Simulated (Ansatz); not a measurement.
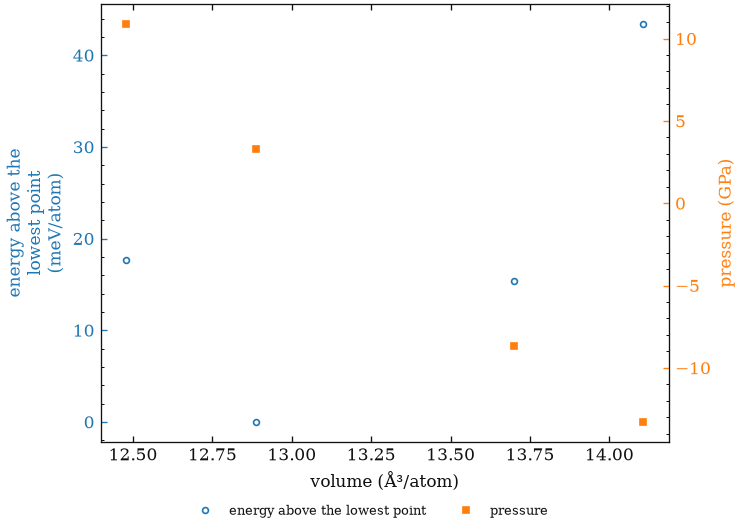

The picture above shows the energy above the lowest point and pressure against volume for CeO₂, space group Fm-3m (No. 225) (one of a set of cubic test structures, which need not be the stable phase).

Calculation (Ansatz 0.2.0 development build): equation of state of a cubic crystal from periodic Kohn-Sham density functional theory without spin, third-order Birch-Murnaghan fit to the free energies; pressure corrected for the finite basis. Level: HSE06.

| setting | value |
| --- | --- |
| structure type | fluorite |
| atoms in cell | 3 |
| space group number | 225 |
| lattice centring | face-centred primitive |
| k mesh | 4×4×4 |
| occupation method | Fermi–Dirac |
| occupation width | 0.05 eV |
| wave cutoff | 930 eV |
| datasets | hand-made PAW |
| density tolerance | 0 eV |
| bands | 16 |
| density cutoff ratio | 8 |
| search for lower states | default |
| exchange singularity | regularized |

The point at volume 13.29 Å³/atom is left out of the plot. What does the calculation give there?

| volume (Å³/atom) | energy above the lowest point (meV/atom) | pressure (GPa) |
| --- | --- | --- |
| 13.29 | 0.1 | −3.2 |

Limits of the calculation: modest k-mesh, values are not fully converged in k.
